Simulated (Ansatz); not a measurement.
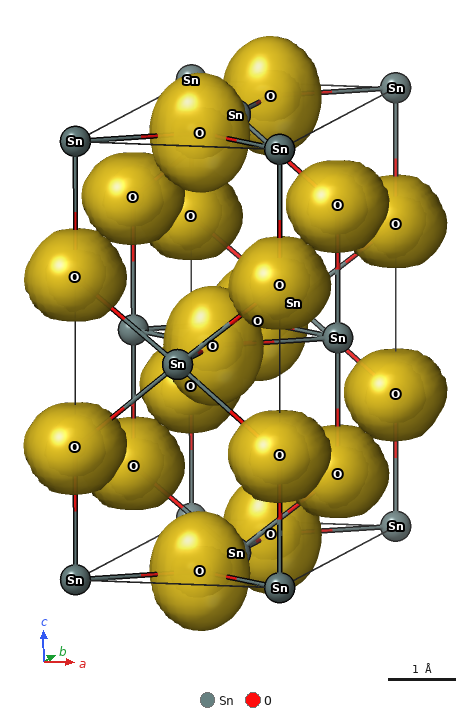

The picture shows: SnO$_{2}$. Isosurface of the electron localisation function at 0.75 (yellow), seen slightly off an axis. Only the valence region is drawn (cores and ρ < 0.01 e/Å³ removed). Sticks mark near contacts.

Space group Pm; a structure from a database of computed crystals, not necessarily the ambient phase; not relaxed (largest force 0.5 eV/Å).

Level of theory: DFT LDA, scalar-relativistic, plane waves, PAW (Ansatz).

Core electrons are frozen (PAW), and the valence fields are smoothed inside the atomic spheres.

Question: Describe the localisation domains.

Answer: The ELF exceeds this value in eight regions wrapped around O (the valence shell of each), counted in one cell of 12 atoms. Regions shared between cells count once. Along the contacts the grid gives the following. Sn–O (2.02 Å): the ELF peaks at about 0.80 in the valence shell of O, 0.6 Å from its nucleus, and is about 0.25 at the midpoint: no localised pair shows between them. Sn–O (2.06 Å): the ELF peaks at about 0.80 in the valence shell of O, 0.6 Å from its nucleus, and is about 0.25 at the midpoint; no localised pair shows between them.

Question: Does the calculation make it a metal, or give it a gap?

Answer: It is gapped, with a Kohn–Sham gap of 1.2 eV on the k-point mesh (the band edges may lie off the mesh, which would make the gap smaller).
